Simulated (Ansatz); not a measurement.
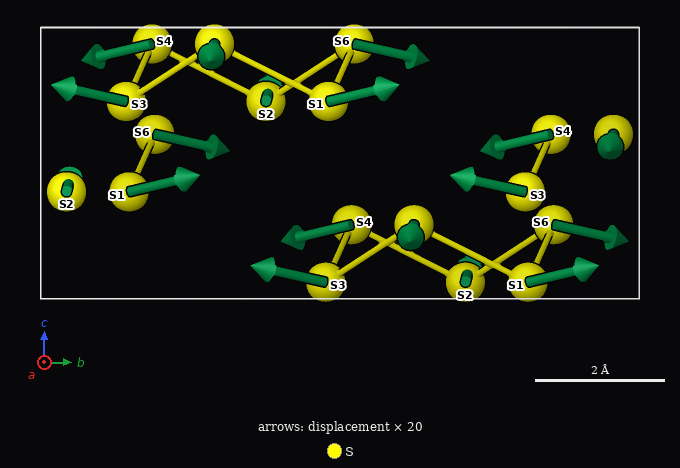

This is a relaxation of crystalline S (built on the database_148 type). The starting structure is drawn; green arrows show the displacements (the part carried along by the change of the cell is left out), 20 times their true length.

Style: ball-and-stick. Shown: the conventional cell (3 times the calculation's cell), along the a axis. Lengths and directions refer to the drawn axes.

Case: structure reported for this formula (R-3, No. 148).

Method: DFT PBEsol, scalar-relativistic, plane waves, PAW (Ansatz 0.2.0). (plane-wave cutoff 420 eV; k-point mesh 9 × 9 × 9; occupations gaussian; smearing width 0.02 eV; no spin polarisation; cell and atoms relaxed; force threshold 0.01 eV/Å; at most 80 steps)

Question: Describe the change and its energy.

Answer: The largest moves relative to the cell, 0.069 Å, are those of S atoms. The volume changes by −3.0 %, with a = b 10.766 → 10.420 Å (−3.2 %), c 4.225 → 4.375 Å (+3.6 %). Some distances before and after: S–S 2.067 → 2.076 Å. The space group stays R-3 (No. 148). The energy falls by 4.6 meV per atom in 5 accepted moves (6 points after the start). Largest force component: 0.12 eV/Å at the start, 0.0077 eV/Å at the end. The pressure goes from 0.05 to −0.02 GPa. At 1 point the geometry stayed and the basis and grid were re-selected for the new cell (energy shift of less than 0.05 meV per atom at most each time). The run took about 50 core-seconds on a shared host.
